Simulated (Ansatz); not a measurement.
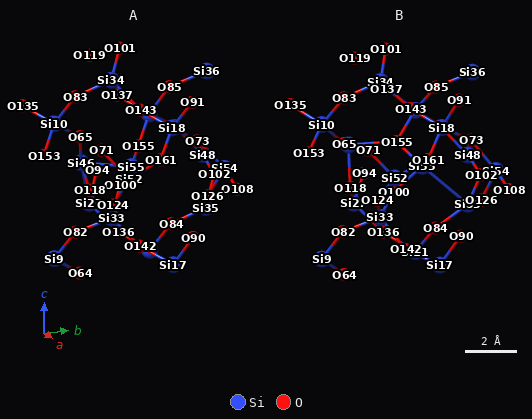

Two geometries of a defect cell of composition Si₅₅O₁₀₈ (cell charge −1), drawn at one scale. One is the start of a relaxation, the other its converged end. A ball-and-stick model of the atoms within 5.0 Å of the atom that moves most (axes of the cell of the calculation (origin shifted)), seen slightly off an axis.

Level of theory: Ansatz 0.2.0, DFT, PBEsol, PAW, plane waves. Settings: plane-wave cutoff 420 eV; k-point mesh 1 × 1 × 1; mesh shifted by (0.25, 0.25, 0.25); collinear spin; atoms relaxed in a fixed cell; force threshold 0.03 eV/Å; at most 80 steps.

Which geometry has the lower energy?

Structure B is the relaxed one. Over 21 geometry steps the energy falls by 38.087 eV per cell of the calculation. Largest force component: 76 eV/Å at the start, 0.028 eV/Å at the end. The largest move is that of a Si atom, 1.07 Å along [1 3 0]. Largest moves by element: Si 1.07 Å, O 0.50 Å. The lattice vectors keep their values. Among the contacts that change: Si–Si 3.751 → 2.572 Å, O–Si 2.385 → 3.263 Å, Si–Si 2.431 → 3.305 Å, O–Si 1.030 → 1.666 Å. New bonds form, among them: O–Si (2.36 → 1.91 Å), Si–Si (3.75 → 2.57 Å). Bonds break, among them: Si–Si (2.43 → 3.30 Å). Bond angles that change, for instance: O–Si–O 155.0° → 101.7°, O–Si–O 150.1° → 99.8°, Si–O–Si 153.4° → 118.0°. The program noted that the starting moments weren't kept. Cost: 41 s on 1 × NVIDIA GB200 with 8 threads of Arm Neoverse-V2, peak memory 2.3 GiB.

Limits of the set-up: the cell is charged, on a uniform background, and energies carry no finite-size correction.
